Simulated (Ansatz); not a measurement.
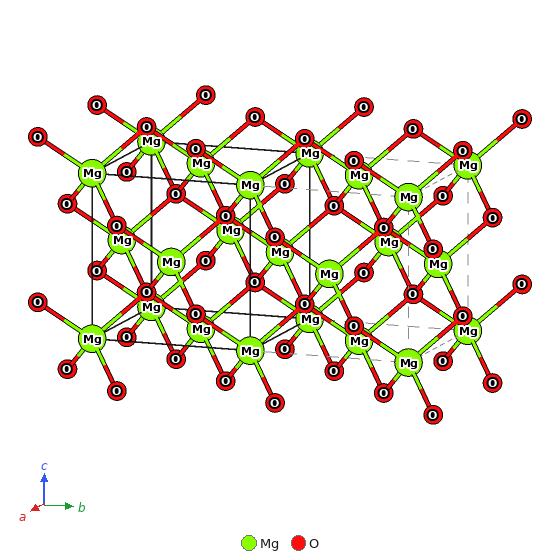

System MgO (space group F-43m, No. 216); source of the atomic positions: the input geometry of an electronic-structure calculation (not necessarily at equilibrium); the starting structure was generated, so it need not be a known form of this composition.

Bonds are taken as Mg–O below 2.2 Å. Atoms with one bond or none are removed and atoms with two bonds are replaced by edges, until no such atom is left.

**What kind of net remains, and which atoms are its nodes?**

A uninodal 4-connected, three-periodic net: Mg and O are 4-connected nodes.

**Does the net have a name?**

It is the dia net, known from diamond, zinc blende and cristobalite.

**Is the net interpenetrated?**

It is a single net, without interpenetration.

**Give the first six terms of the coordination sequence (nodes one, two, three … edges away).**

Mg and O: 4, 12, 24, 42, 64, 92.
